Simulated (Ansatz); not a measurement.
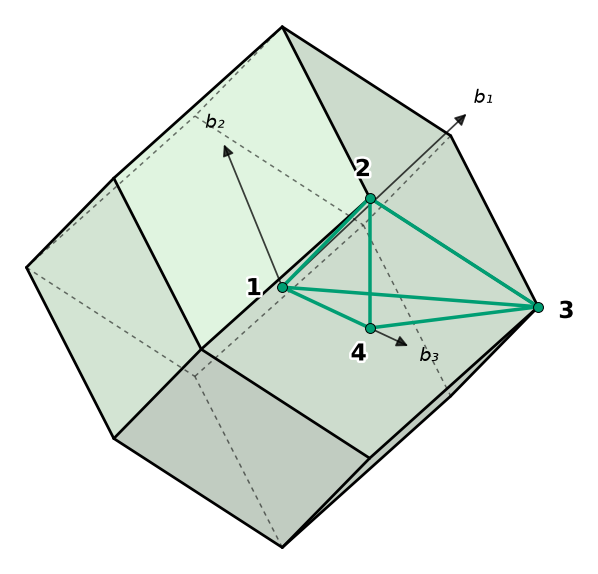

The first Brillouin zone of a body-centred cubic lattice (cI; extended symbol cI1) is drawn with its special points numbered. Crystal: W, the geometry relaxed with DFT PBEsol, scalar-relativistic, plane waves, PAW (Ansatz 0.2.0). Geometry calculated from the standardised cell; symmetry tolerance 0.002 Å.

a = 3.154 Å, b = 3.154 Å, c = 3.154 Å, α = 90.00°, β = 90.00°, γ = 90.00°.

Labels and path follow the convention of Hinuma et al. (2017), as computed by seekpath; the arrows show the directions of the reciprocal primitive vectors b₁, b₂, b₃, in which coordinates are given.

### Give the label and coordinates of each numbered point.

| no. | label | coordinates |
| --- | --- | --- |
| 1 | Γ | (0, 0, 0) |
| 2 | P | (1/4, 1/4, 1/4) |
| 3 | H | (1/2, −1/2, 1/2) |
| 4 | N | (0, 0, 1/2) |
